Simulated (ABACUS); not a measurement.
# Run report: SnTe, band-structure run (part 2 of 3)

SnTe (2 atoms in the cell); Kohn-Sham DFT of a periodic cell, PBE, spin-orbit coupling, PseudoDojo NC FR 0.4 PBE standard, no spin polarisation (ABACUS 3.10.1); cutoff 1360.57 eV, 4×4×4 k-mesh, fermi-dirac of 0.05 eV. The structure derives from an entry of the Crystallography Open Database. It belongs to a series of runs on one base structure; here: spin_orbit = on.

Geometry of the input (Å; fractional positions):
```
-3.1509  0.0000  3.1509
0.0000  3.1509  3.1509
-3.1509  3.1509  0.0000
Te 0.5000  0.5000  0.5000
Sn 0.0000  0.0000  0.0000
```

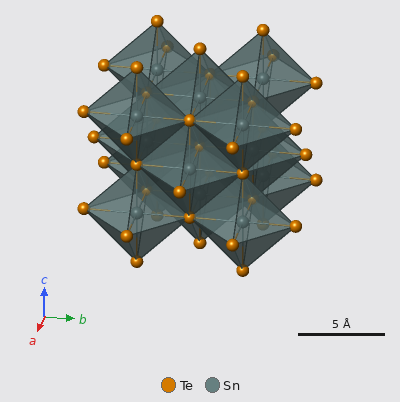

**Figure 1.** The input geometry (polyhedral view of the cell 4 times as large as that of the calculation, set on its symmetry axes, seen at an oblique angle; polyhedra are completed across the faces of the cell).

The program's output, continued
```
----------------------------------------------------------
 E_KohnSham     -367.1818568226      -4995.7654550070
 E_Harris       -367.1819656837      -4995.7669361388
 E_Fermi        0.7397838840         10.0652761107
----------------------------------------------------------

 LCAO ALGORITHM --------------- ION=   1  ELEC=   9--------------------------------
total magnetism (Bohr mag/cell)	-9.36777e-18	2.38797e-16	-1.00466e-15
       absolute magnetism (Bohr mag/cell) = 3.95025e-15

 Density error is 1.10712603057e-06
----------------------------------------------------------
     Energy           Rydberg                 eV
----------------------------------------------------------
 E_KohnSham     -367.1818568225      -4995.7654550060
 E_Harris       -367.1819085013      -4995.7661581317
 E_Fermi        0.7397836537         10.0652729779
----------------------------------------------------------

 LCAO ALGORITHM --------------- ION=   1  ELEC=  10--------------------------------
total magnetism (Bohr mag/cell)	-1.57541e-15	1.16093e-15	1.00441e-15
       absolute magnetism (Bohr mag/cell) = 4.36732e-15

 Density error is 2.63727366577e-08
----------------------------------------------------------
     Energy           Rydberg                 eV
----------------------------------------------------------
 E_KohnSham     -367.1818568225      -4995.7654550063
 E_KS(sigma->0) -367.1817175540      -4995.7635601613
 E_Harris       -367.1818575555      -4995.7654649798
 E_band         -25.3368551670       -344.7255996716
 E_one_elec     -147.7142967454      -2009.7561118008
 E_Hartree      88.8040145441        1208.2406030744
 E_xc           -93.2517084410       -1268.7545830317
 E_Ewald        -215.0195876432      -2925.4915735584
 E_entropy(-TS) -0.0002785370        -0.0037896899
 E_descf        0.0000000000         0.0000000000
 E_exx          0.0000000000         0.0000000000
 E_Fermi        0.7397834078         10.0652696317
----------------------------------------------------------

 charge density convergence is achieved
 final etot is -4995.765455 eV
 EFERMI = 10.065269632 eV
The vacuum level is 7.6784572132 eV

 STATE ENERGY(eV) AND OCCUPATIONS    NSPIN == 4
 1/64 kpoint (Cartesian) = 0.0000 0.0000 0.0000 (1778 pws)
       1       -27.9545      0.0156250
       2       -27.9545      0.0156250
       3       -27.9545      0.0156250
       4       -27.9545      0.0156250
       5       -26.4931      0.0156250
       6       -26.4931      0.0156250
       7       -26.4931      0.0156250
       8       -26.4931      0.0156250
       9       -26.4886      0.0156250
      10       -26.4886      0.0156250
      11       -12.5510      0.0156250
      12       -12.5510      0.0156250
      13       -12.5510      0.0156250
      14       -12.5510      0.0156250
      15       -11.5160      0.0156250
      16       -11.5160      0.0156250
      17       -11.5160      0.0156250
      18       -11.5160      0.0156250
      19       -11.5106      0.0156250
      20       -11.5106      0.0156250
      21       -2.82593      0.0156250
      22       -2.82593      0.0156250
      23        5.29303      0.0156250
      24        5.29303      0.0156250
      25        7.30033      0.0156250
      26        7.30033      0.0156250
      27        8.14459      0.0156250
      28        8.14459      0.0156250
      29        8.14459      0.0156250
      30        8.14459      0.0156250
      31        12.9499    1.37414e-27
      32        12.9499    1.37414e-27
      33        13.8565    1.83528e-35
      34        13.8565    1.83528e-35
      35        13.8565    1.83528e-35
      36        13.8565    1.83528e-35
      37        14.7901    1.42813e-43
      38        14.7901    1.42813e-43
      39        14.7901    1.42813e-43
      40        14.7901    1.42813e-43
      41        14.8550    3.89555e-44
      42        14.8550    3.89555e-44
      43        17.0340    4.61485e-63
      44        17.0340    4.61485e-63
      45        17.0340    4.61485e-63
      46        17.0340    4.61485e-63
      47        18.4388    2.90118e-75
      48        18.4388    2.90118e-75
      49        31.2394        0.00000
      50        31.2394        0.00000

 2/64 kpoint (Cartesian) = -0.25000 -0.25000 0.25000 (1798 pws)
       1       -27.9544      0.0156250
       2       -27.9544      0.0156250
       3       -27.9540      0.0156250
       4       -27.9540      0.0156250
       5       -26.4932      0.0156250
       6       -26.4932      0.0156250
       7       -26.4927      0.0156250
       8       -26.4927      0.0156250
       9       -26.4884      0.0156250
      10       -26.4884      0.0156250
      11       -12.5516      0.0156250
      12       -12.5516      0.0156250
      13       -12.5494      0.0156250
      14       -12.5494      0.0156250
      15       -11.5188      0.0156250
      16       -11.5188      0.0156250
      17       -11.5148      0.0156250
      18       -11.5148      0.0156250
      19       -11.5084      0.0156250
      20       -11.5084      0.0156250
      21       -2.33177      0.0156250
      22       -2.33177      0.0156250
      23        3.30877      0.0156250
      24        3.30877      0.0156250
      25        7.59950      0.0156250
      26        7.59950      0.0156250
      27        8.21182      0.0156250
      28        8.21182      0.0156250
      29        9.10540      0.0156250
      30        9.10540      0.0156250
      31        11.2671    5.68436e-13
      32        11.2671    5.68436e-13
      33        11.8067    1.16979e-17
      34        11.8067    1.16979e-17
      35        11.9889    3.05784e-19
      36        11.9889    3.05784e-19
      37        16.0795    9.00565e-55
      38        16.0795    9.00565e-55
      39        16.2076    6.95306e-56
      40        16.2076    6.95306e-56
      41        16.2561    2.63420e-56
      42        16.2561    2.63420e-56
      43        20.2903        0.00000
      44        20.2903        0.00000
      45        20.5742        0.00000
      46        20.5742        0.00000
      47        20.9739        0.00000
      48        20.9739        0.00000
      49        25.9513        0.00000
      50        25.9513        0.00000

 3/64 kpoint (Cartesian) = -0.50000 -0.50000 0.50000 (1803 pws)
       1       -27.9542      0.0156250
       2       -27.9542      0.0156250
       3       -27.9534      0.0156250
       4       -27.9534      0.0156250
       5       -26.4932      0.0156250
       6       -26.4932      0.0156250
       7       -26.4923      0.0156250
       8       -26.4923      0.0156250
       9       -26.4881      0.0156250
      10       -26.4881      0.0156250
      11       -12.5521      0.0156250
      12       -12.5521      0.0156250
      13       -12.5478      0.0156250
      14       -12.5478      0.0156250
      15       -11.5216      0.0156250
      16       -11.5216      0.0156250
      17       -11.5135      0.0156250
      18       -11.5135      0.0156250
      19       -11.5060      0.0156250
      20       -11.5060      0.0156250
      21       -1.55311      0.0156250
      22       -1.55311      0.0156250
      23        1.63941      0.0156250
      24        1.63941      0.0156250
      25        7.83248      0.0156250
      26        7.83248      0.0156250
      27        8.41776      0.0156250
      28        8.41776      0.0156250
      29        9.94755      0.0142702
      30        9.94755      0.0142702
      31        10.1855     0.00129493
      32        10.1855     0.00129493
      33        10.3451    5.77746e-05
      34        10.3451    5.77746e-05
      35        10.5107    2.11282e-06
      36        10.5107    2.11282e-06
      37        18.9064    2.51360e-79
      38        18.9064    2.51360e-79
      39        19.3901    1.58208e-83
      40        19.3901    1.58208e-83
      41        19.4824    2.49938e-84
      42        19.4824    2.49938e-84
      43        20.2549        0.00000
      44        20.2549        0.00000
      45        20.3404        0.00000
      46        20.3404        0.00000
      47        20.4253        0.00000
      48        20.4253        0.00000
      49        26.0546        0.00000
      50        26.0546        0.00000

 4/64 kpoint (Cartesian) = -0.75000 -0.75000 0.75000 (1817 pws)
       1       -27.9544      0.0156250
       2       -27.9544      0.0156250
       3       -27.9540      0.0156250
       4       -27.9540      0.0156250
       5       -26.4932      0.0156250
       6       -26.4932      0.0156250
       7       -26.4927      0.0156250
       8       -26.4927      0.0156250
       9       -26.4884      0.0156250
      10       -26.4884      0.0156250
      11       -12.5516      0.0156250
      12       -12.5516      0.0156250
      13       -12.5494      0.0156250
      14       -12.5494      0.0156250
      15       -11.5188      0.0156250
      16       -11.5188      0.0156250
      17       -11.5148      0.0156250
      18       -11.5148      0.0156250
      19       -11.5084      0.0156250
      20       -11.5084      0.0156250
      21       -2.33177      0.0156250
      22       -2.33177      0.0156250
      23        3.30877      0.0156250
      24        3.30877      0.0156250
      25        7.59950      0.0156250
      26        7.59950      0.0156250
      27        8.21182      0.0156250
      28        8.21182      0.0156250
      29        9.10540      0.0156250
      30        9.10540      0.0156250
      31        11.2671    5.68436e-13
      32        11.2671    5.68436e-13
      33        11.8067    1.16979e-17
      34        11.8067    1.16979e-17
      35        11.9889    3.05784e-19
      36        11.9889    3.05784e-19
      37        16.0795    9.00565e-55
      38        16.0795    9.00565e-55
      39        16.2076    6.95306e-56
      40        16.2076    6.95306e-56
      41        16.2561    2.63420e-56
      42        16.2561    2.63420e-56
      43        20.2903        0.00000
      44        20.2903        0.00000
      45        20.5742        0.00000
      46        20.5742        0.00000
      47        20.9739        0.00000
      48        20.9739        0.00000
      49        25.9513        0.00000
      50        25.9513        0.00000

 5/64 kpoint (Cartesian) = 0.25000 0.25000 0.25000 (1788 pws)
       1       -27.9544      0.0156250
       2       -27.9544      0.0156250
       3       -27.9540      0.0156250
       4       -27.9540      0.0156250
       5       -26.4932      0.0156250
       6       -26.4932      0.0156250
       7       -26.4927      0.0156250
       8       -26.4927      0.0156250
       9       -26.4884      0.0156250
      10       -26.4884      0.0156250
      11       -12.5516      0.0156250
      12       -12.5516      0.0156250
      13       -12.5494      0.0156250
      14       -12.5494      0.0156250
      15       -11.5188      0.0156250
      16       -11.5188      0.0156250
      17       -11.5148      0.0156250
      18       -11.5148      0.0156250
      19       -11.5084      0.0156250
      20       -11.5084      0.0156250
      21       -2.33177      0.0156250
      22       -2.33177      0.0156250
      23        3.30877      0.0156250
      24        3.30877      0.0156250
      25        7.59950      0.0156250
      26        7.59950      0.0156250
      27        8.21182      0.0156250
      28        8.21182      0.0156250
      29        9.10540      0.0156250
      30        9.10540      0.0156250
      31        11.2671    5.68436e-13
      32        11.2671    5.68436e-13
      33        11.8067    1.16979e-17
      34        11.8067    1.16979e-17
      35        11.9889    3.05784e-19
      36        11.9889    3.05784e-19
      37        16.0795    9.00565e-55
      38        16.0795    9.00565e-55
      39        16.2076    6.95306e-56
      40        16.2076    6.95306e-56
      41        16.2561    2.63420e-56
      42        16.2561    2.63420e-56
      43        20.2903        0.00000
      44        20.2903        0.00000
      45        20.5742        0.00000
      46        20.5742        0.00000
      47        20.9739        0.00000
      48        20.9739        0.00000
      49        25.9513        0.00000
      50        25.9513        0.00000

 6/64 kpoint (Cartesian) = 0.0000 0.0000 0.50000 (1791 pws)
       1       -27.9543      0.0156250
       2       -27.9543      0.0156250
       3       -27.9540      0.0156250
       4       -27.9540      0.0156250
       5       -26.4930      0.0156250
       6       -26.4930      0.0156250
       7       -26.4929      0.0156250
       8       -26.4929      0.0156250
       9       -26.4883      0.0156250
      10       -26.4883      0.0156250
      11       -12.5510      0.0156250
      12       -12.5510      0.0156250
      13       -12.5499      0.0156250
      14       -12.5499      0.0156250
      15       -11.5196      0.0156250
      16       -11.5196      0.0156250
      17       -11.5151      0.0156250
      18       -11.5151      0.0156250
      19       -11.5070      0.0156250
      20       -11.5070      0.0156250
      21       -2.17152      0.0156250
      22       -2.17152      0.0156250
      23        3.61938      0.0156250
      24        3.61938      0.0156250
      25        6.65241      0.0156250
      26        6.65241      0.0156250
      27        7.17580      0.0156250
      28        7.17580      0.0156250
      29        7.96716      0.0156250
      30        7.96716      0.0156250
      31        12.0360    1.19235e-19
      32        12.0360    1.19235e-19
      33        13.4807    3.37112e-32
      34        13.4807    3.37112e-32
      35        13.7451    1.70359e-34
      36        13.7451    1.70359e-34
      37        14.4006    3.45066e-40
      38        14.4006    3.45066e-40
      39        17.9295    7.69288e-71
      40        17.9295    7.69288e-71
      41        17.9741    3.15029e-71
      42        17.9741    3.15029e-71
      43        18.0700    4.62716e-72
      44        18.0700    4.62716e-72
      45        18.9809    5.67563e-80
      46        18.9809    5.67563e-80
      47        23.8187        0.00000
      48        23.8187        0.00000
      49        25.1785        0.00000
      50        25.1785        0.00000

[... levels at 58 further k points ...]

-------------------------------------------------------------------------------------------
       Total Magnetism (uB)                    x                    y                    z
-------------------------------------------------------------------------------------------
                        Te1         0.0000000000         0.0000000000         0.0000000000
                        Sn1         0.0000000000         0.0000000000         0.0000000000
-------------------------------------------------------------------------------------------

-------------------------------------------------------------------------------------------
       Total Magnetism (uB)       Magnitude (uB)       Polar (degree)     Azimuth (degree)
-------------------------------------------------------------------------------------------
                        Te1         0.0000000000                 -nan         0.0000000000
                        Sn1         0.0000000000                 -nan         0.0000000000
-------------------------------------------------------------------------------------------

 correction force for each atom along direction 1 is -9.22579e-14
 correction force for each atom along direction 2 is 1.17937e-13
 correction force for each atom along direction 3 is -1.47573e-13
------------------------------------------------------------------------------------------
 TOTAL-FORCE (eV/Angstrom)
------------------------------------------------------------------------------------------
                       Te1         0.0000000000         0.0000000000         0.0000000000
                       Sn1         0.0000000000         0.0000000000         0.0000000000
------------------------------------------------------------------------------------------

----------------------------------------------------------------
 TOTAL-STRESS (KBAR)
----------------------------------------------------------------
        24.1317631683        -0.0000000000        -0.0000000000
        -0.0000000000        24.1317631678         0.0000000001
        -0.0000000000         0.0000000001        24.1317631687
----------------------------------------------------------------
 TOTAL-PRESSURE: 24.131763 KBAR

 --------------------------------------------
 !FINAL_ETOT_IS -4995.7654550063070928 eV
 --------------------------------------------
```

Standard output
```
ABACUS v3.10.1

               Atomic-orbital Based Ab-initio Computation at UStc

%%%%%%%%%%%%%%%%%%%%%%%%%%%%%%%%%%%%%%%%%%%%%%%%%%%%%%%%%%%%%%%%%%%%%%%%%%%%%%%%%%%%%%%%%%%%%%%%%%%%%%%%%
 Warning: the number of valence electrons in pseudopotential > 6 for Te: [Kr] 4d10 5s2 5p4
 Warning: the number of valence electrons in pseudopotential > 4 for Sn: [Kr] 4d10 5s2 5p2
 Pseudopotentials with additional electrons can yield (more) accurate outcomes, but may be less efficient.
 If you're confident that your chosen pseudopotential is appropriate, you can safely ignore this warning.
%%%%%%%%%%%%%%%%%%%%%%%%%%%%%%%%%%%%%%%%%%%%%%%%%%%%%%%%%%%%%%%%%%%%%%%%%%%%%%%%%%%%%%%%%%%%%%%%%%%%%%%%%

 UNIFORM GRID DIM        : 54 * 54 * 54
 UNIFORM GRID DIM(BIG)   : 27 * 27 * 27
 ---------------------------------------------------------
 Self-consistent calculations for electrons
 ---------------------------------------------------------
 SPIN    KPOINTS         PROCESSORS  THREADS     NBASE
 4       64              4           4           72
 ---------------------------------------------------------
 Use Systematically Improvable Atomic bases
 ---------------------------------------------------------
 ELEMENT ORBITALS        NBASE       NATOM       XC
 Te      2s2p2d-8au      18          1
 Sn      2s2p2d-8au      18          1
 ---------------------------------------------------------
 Initial plane wave basis and FFT box
 ---------------------------------------------------------
 -------------------------------------------
 SELF-CONSISTENT :
 -------------------------------------------
 START CHARGE      : atomic
 ITER     TMAGX      TMAGY      TMAGZ       AMAG        ETOT/eV          EDIFF/eV         DRHO     TIME/s
 GE1     -1.28e-15  -2.29e-16  -4.03e-16   6.22e-15  -4.99574808e+03   0.00000000e+00   2.2278e-02   3.08
 GE2     -3.17e-16  -1.20e-15  -8.63e-16   3.75e-15  -4.99575957e+03  -1.14920887e-02   1.0187e-02   2.48
 GE3      5.19e-16   7.39e-16   1.31e-15   4.69e-15  -4.99576520e+03  -5.62678076e-03   3.7645e-03   2.25
 GE4     -1.10e-15   3.01e-16   1.22e-16   3.87e-15  -4.99576544e+03  -2.39352861e-04   5.1634e-04   2.01
 GE5      6.13e-16  -1.27e-16   1.78e-15   4.88e-15  -4.99576546e+03  -2.07868296e-05   1.6782e-04   2.16
 GE6      1.06e-16  -4.41e-16  -3.22e-16   3.97e-15  -4.99576545e+03   2.38651489e-06   1.2594e-04   2.00
 GE7      6.26e-16  -1.88e-15  -9.02e-16   4.04e-15  -4.99576546e+03  -1.18900493e-06   8.3986e-06   2.14
 GE8      4.15e-16   1.29e-16   1.59e-15   4.15e-15  -4.99576546e+03  -1.23820442e-09   2.5065e-06   1.83
 GE9     -9.37e-18   2.39e-16  -1.00e-15   3.95e-15  -4.99576546e+03   9.96131975e-10   1.1071e-06   1.81
 GE10    -1.58e-15   1.16e-15   1.00e-15   4.37e-15  -4.99576546e+03  -3.07810967e-10   2.6373e-08   1.83
----------------------------------------------------------------
 TOTAL-STRESS (KBAR)
----------------------------------------------------------------
        24.1317631683        -0.0000000000        -0.0000000000
        -0.0000000000        24.1317631678         0.0000000001
        -0.0000000000         0.0000000001        24.1317631687
----------------------------------------------------------------
 TOTAL-PRESSURE: 24.131763 KBAR
```

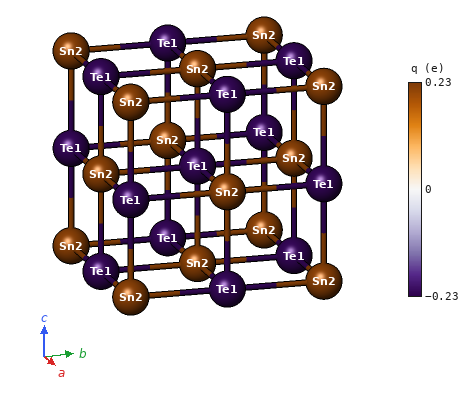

**Figure 2.** Mulliken charges, as the colour of each atom (ball-and-stick view of the cell 4 times as large as that of the calculation, set on its symmetry axes, seen slightly off an axis; atoms are numbered from 1 in the order of the input). By element: Te −0.22 and Sn +0.22 e.
